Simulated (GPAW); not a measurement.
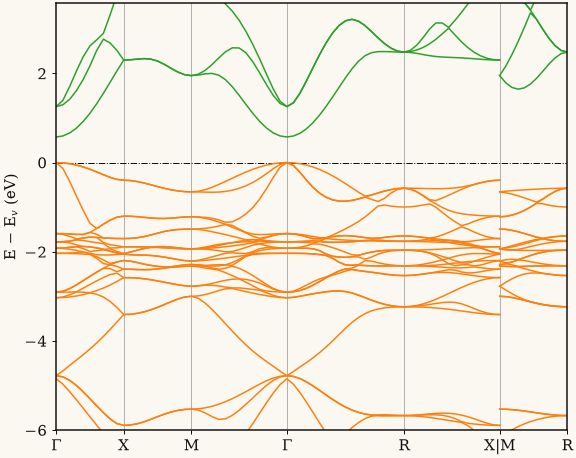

Band structure. Energies are counted from the top of the valence band.

Which Bravais lattice do the labels of the path belong to?

A simple cubic lattice: the path Γ–X–M–Γ–R–X|M–R runs through the special points of its Brillouin zone.

System: Cu₂O, space group Pn-3m (No. 224), 6 atoms in the cell; cubic a = 4.260 Å.

Computed with GPAW: vdW-DF-cx, GPAW PAW data sets (gpaw-data 1.2.1), no spin polarisation, no spin-orbit coupling, 5×5×5 k mesh, 800 eV cutoff, Fermi-Dirac smearing of 0.05 eV.

Metal, semiconductor or insulator, and what is the gap?

The material is gapped. The gap along this path is 0.57 eV and direct: both edges lie at Γ.

How much do the top valence band and the lowest conduction band disperse along the path?

The top valence band spans 0.8 eV and the lowest conduction band 1.9 eV.

How many bands meet at the valence-band top?

Three bands meet at the valence-band top at Γ: it is triply degenerate (spin aside).

The PAW data sets were made with another functional. LDA, GGA and most meta-GGA functionals understate gaps.
